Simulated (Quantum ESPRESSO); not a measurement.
## Band-structure run of I

The run: band-structure run of I (Fmmm, 1 atom in the cell). Method and program: Kohn-Sham DFT of a periodic cell, r2SCAN, SG15 PBE 1.2, no spin polarisation (Quantum ESPRESSO 7.5).

The structure derives from a Materials Project entry.

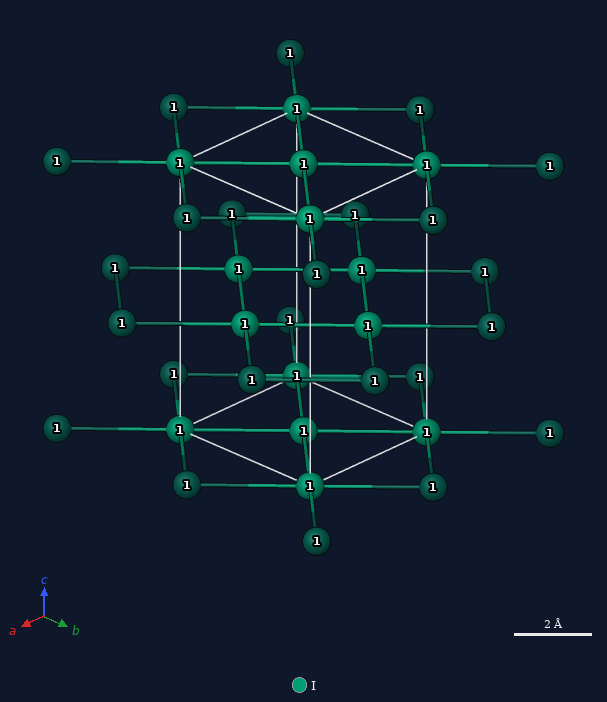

*The input geometry (ball-and-stick view of the cell 4 times as large as that of the calculation, set on its symmetry axes, seen at an oblique angle; neighbours outside the cell are drawn fainter; atoms are numbered from 1 in the order of the input). An atom can appear more than once, as a periodic image.*

Near neighbours in the periodic cell (some may lie outside the picture): I has 4 I at 3.23 Å.

## Input
```
&CONTROL
  calculation = 'scf'
  prefix = 'pwscf'
  outdir = './tmp'
  pseudo_dir = './pseudo'
  tprnfor = .true.
  tstress = .true.
  disk_io = 'low'
/
&SYSTEM
  ibrav = 0
  celldm(1) = 8
  nat = 1
  ntyp = 1
  ecutwfc = 75
  nbnd = 15
  input_dft = 'r2scan'
  occupations = 'smearing'
  smearing = 'fd'
  degauss = 0.00367493
  nosym = .true.
/
&ELECTRONS
  conv_thr = 1d-08
  electron_maxstep = 120
  mixing_beta = 0.5
/
ATOMIC_SPECIES
I    126.9045 I_ONCV_PBE-1.2.upf
CELL_PARAMETERS alat
  0.0000000000000   0.5587921196482   0.9235658801633
  0.5178429412519   0.0000000000000   0.9235658801633
  0.5178429412519   0.5587921196482   0.0000000000000
ATOMIC_POSITIONS crystal
I      0.0000000000    0.0000000000    0.0000000000
K_POINTS automatic
9 9 9 0 0 0
```

## File bands.in
```
&CONTROL
  calculation = 'bands'
  prefix = 'pwscf'
  outdir = './tmp'
  pseudo_dir = './pseudo'
  disk_io = 'low'
  verbosity = 'high'
/
&SYSTEM
  ibrav = 0
  celldm(1) = 8
  nat = 1
  ntyp = 1
  ecutwfc = 75
  nbnd = 15
  input_dft = 'r2scan'
  occupations = 'smearing'
  smearing = 'fd'
  degauss = 0.00367493
  nosym = .true.
/
&ELECTRONS
  conv_thr = 1d-08
  electron_maxstep = 120
  mixing_beta = 0.5
  diago_full_acc = .true.
  startingwfc = 'random'
/
ATOMIC_SPECIES
I    126.9045 I_ONCV_PBE-1.2.upf
CELL_PARAMETERS alat
  0.0000000000000   0.5587921196482   0.9235658801633
  0.5178429412519   0.0000000000000   0.9235658801633
  0.5178429412519   0.5587921196482   0.0000000000000
ATOMIC_POSITIONS crystal
I      0.0000000000    0.0000000000    0.0000000000
K_POINTS crystal
60
 0.0000000000  0.0000000000  0.0000000000 1
 0.0833333333  0.0000000000  0.0833333333 1
 0.1666666667  0.0000000000  0.1666666667 1
 0.2500000000  0.0000000000  0.2500000000 1
 0.3333333333  0.0000000000  0.3333333333 1
 0.4166666667  0.0000000000  0.4166666667 1
 0.5000000000  0.0000000000  0.5000000000 1
 0.5000000000  0.1138942365  0.6138942365 1
 0.4438020179  0.1621574570  0.6059594749 1
 0.3876040358  0.2104206774  0.5980247132 1
 0.3314060537  0.2586838978  0.5900899515 1
 0.2752080716  0.3069471183  0.5821551898 1
 0.2190100894  0.3552103387  0.5742204281 1
 0.1628121073  0.4034735591  0.5662856665 1
 0.1066141252  0.4517367796  0.5583509048 1
 0.0504161431  0.5000000000  0.5504161431 1
 0.0000000000  0.5000000000  0.5000000000 1
 0.0000000000  0.4375000000  0.4375000000 1
 0.0000000000  0.3750000000  0.3750000000 1
 0.0000000000  0.3125000000  0.3125000000 1
 0.0000000000  0.2500000000  0.2500000000 1
 0.0000000000  0.1875000000  0.1875000000 1
 0.0000000000  0.1250000000  0.1250000000 1
 0.0000000000  0.0625000000  0.0625000000 1
 0.0000000000  0.0000000000  0.0000000000 1
 0.1250000000  0.1250000000  0.0000000000 1
 0.2500000000  0.2500000000  0.0000000000 1
 0.3750000000  0.3750000000  0.0000000000 1
 0.5000000000  0.5000000000  0.0000000000 1
 0.5642262653  0.5000000000  0.0642262653 1
 0.6284525305  0.5000000000  0.1284525305 1
 0.6926787958  0.5000000000  0.1926787958 1
 0.7569050611  0.5000000000  0.2569050611 1
 0.8211313263  0.5000000000  0.3211313263 1
 0.8853575916  0.5000000000  0.3853575916 1
 0.9495838569  0.5000000000  0.4495838569 1
 0.8622775204  0.3622775204  0.5000000000 1
 0.7415183469  0.2794830925  0.5379647455 1
 0.6207591735  0.1966886645  0.5759294910 1
 0.5000000000  0.1138942365  0.6138942365 1
 0.5000000000  0.8861057635  0.3861057635 1
 0.5000000000  0.8217548029  0.3217548029 1
 0.5000000000  0.7574038423  0.2574038423 1
 0.5000000000  0.6930528817  0.1930528817 1
 0.5000000000  0.6287019212  0.1287019212 1
 0.5000000000  0.5643509606  0.0643509606 1
 0.5000000000  0.5000000000  0.0000000000 1
 0.0000000000  0.5000000000  0.5000000000 1
 0.1377224796  0.6377224796  0.5000000000 1
 0.8622775204  0.3622775204  0.5000000000 1
 0.7415183469  0.2415183469  0.5000000000 1
 0.6207591735  0.1207591735  0.5000000000 1
 0.5000000000  0.0000000000  0.5000000000 1
 0.5000000000  0.5000000000  0.5000000000 1
 0.4166666667  0.4166666667  0.4166666667 1
 0.3333333333  0.3333333333  0.3333333333 1
 0.2500000000  0.2500000000  0.2500000000 1
 0.1666666667  0.1666666667  0.1666666667 1
 0.0833333333  0.0833333333  0.0833333333 1
 0.0000000000  0.0000000000  0.0000000000 1
```

Hardware: 2 threads of AMD EPYC (Zen 3), 32 GiB of memory available, shared host.

Run as:
```bash
OMP_NUM_THREADS=1 mpirun -n 2 pw.x -nk 2 -in pw.in > pw.out
OMP_NUM_THREADS=1 mpirun -n 2 pw.x -nk 2 -in bands.in > bands.out
```

## Log
```
This program is part of the open-source Quantum ESPRESSO suite
     for quantum simulation of materials; please cite
         "P. Giannozzi et al., J. Phys.:Condens. Matter 21 395502 (2009);
         "P. Giannozzi et al., J. Phys.:Condens. Matter 29 465901 (2017);
         "P. Giannozzi et al., J. Chem. Phys. 152 154105 (2020);
          URL
     in publications or presentations arising from this work. More details at

     IMPORTANT: XC functional enforced from input :
     Exchange-correlation= R2SCAN
                           (   0   0   0   0   0 497 498)
     Any further DFT definition will be discarded
     Please, verify this is what you really want

     K-points division:     npool     =       2
     Subspace diagonalization in iterative solution of the eigenvalue problem:
     a serial algorithm will be used

     G-vector sticks info
     --------------------
     sticks:   dense  smooth     PW     G-vecs:    dense   smooth      PW
     Sum        1157    1157    371                24043    24043    4275

     Using Slab Decomposition

     bravais-lattice index     =            0
     lattice parameter (alat)  =       8.0000  a.u.
     unit-cell volume          =     273.6631 (a.u.)^3
     number of atoms/cell      =            1
     number of atomic types    =            1
     number of electrons       =        17.00
     number of Kohn-Sham states=           15
     kinetic-energy cutoff     =      75.0000  Ry
     charge density cutoff     =     300.0000  Ry
     scf convergence threshold =      1.0E-08
     mixing beta               =       0.5000
     number of iterations used =            8  plain     mixing
     Exchange-correlation= R2SCAN
                           (   0   0   0   0   0 497 498)

     celldm(1)=   8.000000  celldm(2)=   0.000000  celldm(3)=   0.000000
     celldm(4)=   0.000000  celldm(5)=   0.000000  celldm(6)=   0.000000

     crystal axes: (cart. coord. in units of alat)
               a(1) = (   0.000000   0.558792   0.923566 )
               a(2) = (   0.517843   0.000000   0.923566 )
               a(3) = (   0.517843   0.558792   0.000000 )

     reciprocal axes: (cart. coord. in units 2 pi/alat)
               b(1) = ( -0.965544  0.894787  0.541380 )
               b(2) = (  0.965544 -0.894787  0.541380 )
               b(3) = (  0.965544  0.894787 -0.541380 )

     PseudoPot. # 1 for I  read from file:
     I_ONCV_PBE-1.2.upf
     Pseudo is Norm-conserving, Zval = 17.0
     Generated using ONCVPSP code by D. R. Hamann
     Using radial grid of  602 points,  6 beta functions with:
                l(1) =   0
                l(2) =   0
                l(3) =   1
                l(4) =   1
                l(5) =   2
                l(6) =   2

     atomic species   valence    mass     pseudopotential
     I                17.00   126.90450     I ( 1.00)

     No symmetry found

   Cartesian axes

     site n.     atom                  positions (alat units)
         1        I      tau(   1) = (   0.0000000   0.0000000   0.0000000  )

     number of k points=   365  Fermi-Dirac smearing, width (Ry)=  0.0037

     Number of k-points >= 100: set verbosity='high' to print them.

     Dense  grid:    24043 G-vectors     FFT dimensions: (  48,  48,  36)

     WARNING: libxc functional with ID  497 depends
      on external parameters: check the user_guide of
      QE if you need to modify them or to check their
      default values.

     WARNING: libxc functional with ID  498 depends
      on external parameters: check the user_guide of
      QE if you need to modify them or to check their
      default values.

     Initial potential from superposition of free atoms

     starting charge      16.9755, renormalised to      17.0000
     Starting wfcs are random

     Self-consistent Calculation

     iteration #  1     ecut=    75.00 Ry     beta= 0.50
     Davidson diagonalization with overlap
     ethr =  1.00E-02,  avg # of iterations =  8.4

     total energy              =    -197.87662330 Ry
     estimated scf accuracy    <      34.84843121 Ry

     iteration #  2     ecut=    75.00 Ry     beta= 0.50
     Davidson diagonalization with overlap
     ethr =  1.00E-02,  avg # of iterations =  1.0

     total energy              =    -197.95031234 Ry
     estimated scf accuracy    <       9.52520181 Ry

     iteration #  3     ecut=    75.00 Ry     beta= 0.50
     Davidson diagonalization with overlap
     ethr =  1.00E-02,  avg # of iterations =  1.0

     total energy              =    -197.95321952 Ry
     estimated scf accuracy    <       0.01845464 Ry

     iteration #  4     ecut=    75.00 Ry     beta= 0.50
     Davidson diagonalization with overlap
     ethr =  1.09E-04,  avg # of iterations =  3.2

     total energy              =    -197.95336305 Ry
     estimated scf accuracy    <       0.00022751 Ry

     iteration #  5     ecut=    75.00 Ry     beta= 0.50
     Davidson diagonalization with overlap
     ethr =  1.34E-06,  avg # of iterations =  5.0

     total energy              =    -197.95338095 Ry
     estimated scf accuracy    <       0.00002940 Ry

     iteration #  6     ecut=    75.00 Ry     beta= 0.50
     Davidson diagonalization with overlap
     ethr =  1.73E-07,  avg # of iterations =  1.0

     total energy              =    -197.95338206 Ry
     estimated scf accuracy    <       0.00000327 Ry

     iteration #  7     ecut=    75.00 Ry     beta= 0.50
     Davidson diagonalization with overlap
     ethr =  1.92E-08,  avg # of iterations =  1.5

     total energy              =    -197.95338217 Ry
     estimated scf accuracy    <       0.00000009 Ry

     iteration #  8     ecut=    75.00 Ry     beta= 0.50
     Davidson diagonalization with overlap
     ethr =  5.15E-10,  avg # of iterations =  2.3

     End of self-consistent calculation

     Number of k-points >= 100: set verbosity='high' to print the bands.

     the Fermi energy is     6.5832 ev

!    total energy              =    -197.95338219 Ry
     estimated scf accuracy    <          5.3E-09 Ry
     smearing contrib. (-TS)   =      -0.00038033 Ry
     internal energy E=F+TS    =    -197.95300186 Ry

     The total energy is F=E-TS. E is the sum of the following terms:
     one-electron contribution =    -106.68521521 Ry
     hartree contribution      =      52.74172958 Ry
     xc contribution           =     -18.95471685 Ry
     ewald contribution        =    -125.05479938 Ry

     convergence has been achieved in   8 iterations

     Forces acting on atoms (cartesian axes, Ry/au):

     atom    1 type  1   force =     0.00000000    0.00000000    0.00000000

     Total force =     0.000000     Total SCF correction =     0.000001

     Computing stress (Cartesian axis) and pressure

          total   stress  (Ry/bohr**3)                   (kbar)     P=       -3.45
  -0.00003318   0.00000318  -0.00000356           -4.88        0.47       -0.52
   0.00000318  -0.00004293  -0.00000295            0.47       -6.31       -0.43
  -0.00000356  -0.00000295   0.00000582           -0.52       -0.43        0.86

=------------------------------------------------------------------------------=
   JOB DONE.
=------------------------------------------------------------------------------=
```

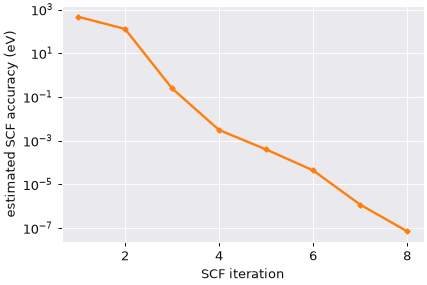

*Convergence of the self-consistent field: estimated SCF accuracy against the iteration.*

The field takes 8 iterations in all.

## Summary

| quantity | value |
| --- | --- |
| outcome | converged |
| space group (tolerance 0.01 Å) | Fmmm (69) |
| electrons treated | 17 |
| free energy | −2693.2930 eV |
| Fermi energy | 6.583 eV |
| gap on the k-point mesh | none (metallic) |
| pressure | −0.34 GPa |
| largest force (length of the vector) | under 0.001 eV/Å |
| wall time | 6.9 min (CPU time 14 min) |
| peak memory | 0.4 GiB |

## Remarks

Further notes kept with the run: potentials made for another functional. Points of doubt noted for this run: potentials made for another functional. The cell holds an odd number of electrons but the run has no spin polarisation, so a band is left half filled.
